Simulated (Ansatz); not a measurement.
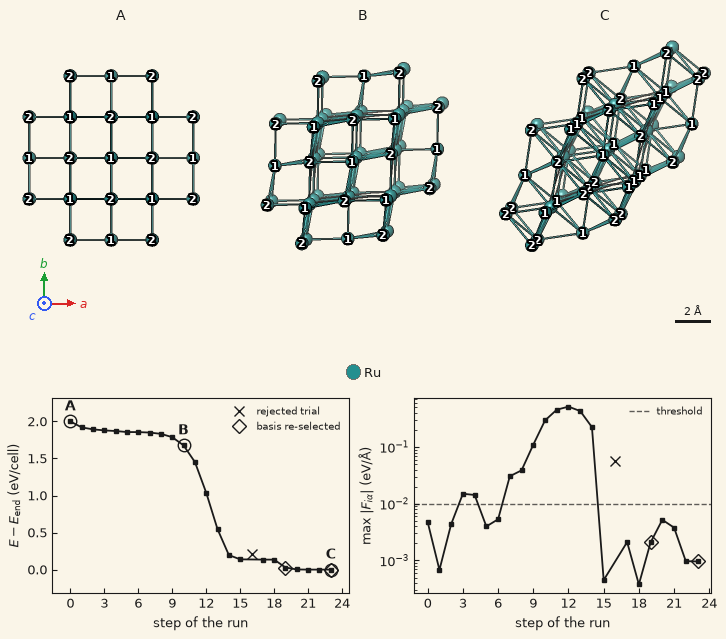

Frames of a relaxation of crystalline Ru (a generated structure, set up in I4_1/amd), marked on the history of the run. Style: ball-and-stick. Shown: the conventional cell (2 times the calculation's cell), along the c axis. Lengths and directions refer to the drawn axes.

Phase: beta-Sn type.

These are results of DFT, r2SCAN, plane waves (500 eV) with PAW, scalar-relativistic (Ansatz), not measurements. (plane-wave cutoff 500 eV; k-point mesh 14 × 14 × 10; occupations fermi dirac; smearing width 0.05 eV; collinear spin; cell and atoms relaxed; force threshold 0.01 eV/Å; at most 60 steps)

Question: Describe the path.

Answer: The largest moves relative to the cell, 0.19 Å, are those of Ru1 and Ru2. Ru2 goes along [−1 1 0]. The drawn cell changes as follows: a = b 4.707 → 5.047 Å (+7.2 %), c 2.570 → 2.704 Å (+5.2 %), α 90.0° → 105.5°, β 90.0° → 105.5°, γ 90.0° → 55.3°; the volume changes by −5.2 %. Among the contacts that change: Ru1–Ru1 3.568 → 2.704 Å, Ru1–Ru2 3.042 → 2.642 Å, Ru1–Ru2 (another image) 2.439 → 2.641 Å, Ru1–Ru1 (another image) 2.570 → 2.704 Å. New bonds form: Ru1–Ru1 (3.57 → 2.70 Å), Ru2–Ru2 (3.57 → 2.70 Å). Bond angles that change, for instance: Ru2–Ru1–Ru2 94.0° → 145.6°, Ru2–Ru1–Ru2 94.0° → 61.6°, Ru1–Ru1–Ru2 74.7° → 59.2°. The space group (tolerance 0.01 Å) goes from I4_1/amd (No. 141) to P6_3/mmc (No. 194). The energy falls by 2.000 eV per cell of the calculation in 20 accepted moves (23 points after the start). Largest force component: 0.0047 eV/Å at the start, 0.00096 eV/Å at the end. The pressure goes from 17.01 to 0.01 GPa. The line search rejected the trial step at point 16 of the run. At 2 points the geometry stayed and the basis and grid were re-selected for the new cell (energy shift of 0.106 eV per cell of the calculation at most each time). The program noted that the starting moments weren't kept. The run took of the order of 28 core-minutes on a shared host. From step 0 to 10: Ru atoms move most (0.09 Å), volume +4.9 %, energy −0.323 eV per cell of the calculation. From step 10 to 23: Ru atoms move most (0.12 Å), volume −9.6 %, energy −1.677 eV per cell of the calculation.

```tsv
step	E − E(0), meV/atom	largest force component, eV/Å	pressure, GPa	volume, Å³/atom	note
0	0.00	0.0047	17.01	14.233	
1	-40.10	0.0007	-7.55	15.592	
2	-53.29	0.0044	-1.65	15.193	
3	-60.37	0.0150	-0.82	15.156	
4	-64.59	0.0143	5.50	14.948	
5	-71.45	0.0040	0.07	15.186	
6	-71.84	0.0053	-0.01	15.201	
7	-74.94	0.0306	-0.52	15.266	
8	-83.70	0.0388	-0.85	15.233	
9	-106.12	0.1102	-1.24	15.126	
10	-161.59	0.2944	-1.74	14.935	
11	-273.81	0.4552	-2.09	14.654	
12	-481.21	0.5157	-2.65	14.279	
13	-727.28	0.4312	-0.79	13.784	
14	-901.72	0.2244	4.91	13.273	
15	-930.62	0.0005	-2.50	13.396	
16	-894.43	0.0568	2.40	13.308	rejected
17	-932.29	0.0021	0.41	13.319	
18	-932.44	0.0004	-0.01	13.324	
19	-985.59	0.0021	5.02	13.324	same geometry, new basis
20	-998.80	0.0052	1.49	13.441	
21	-999.78	0.0038	0.11	13.492	
22	-999.79	0.0010	0.00	13.496	
23	-999.91	0.0010	0.01	13.496	same geometry, new basis
```
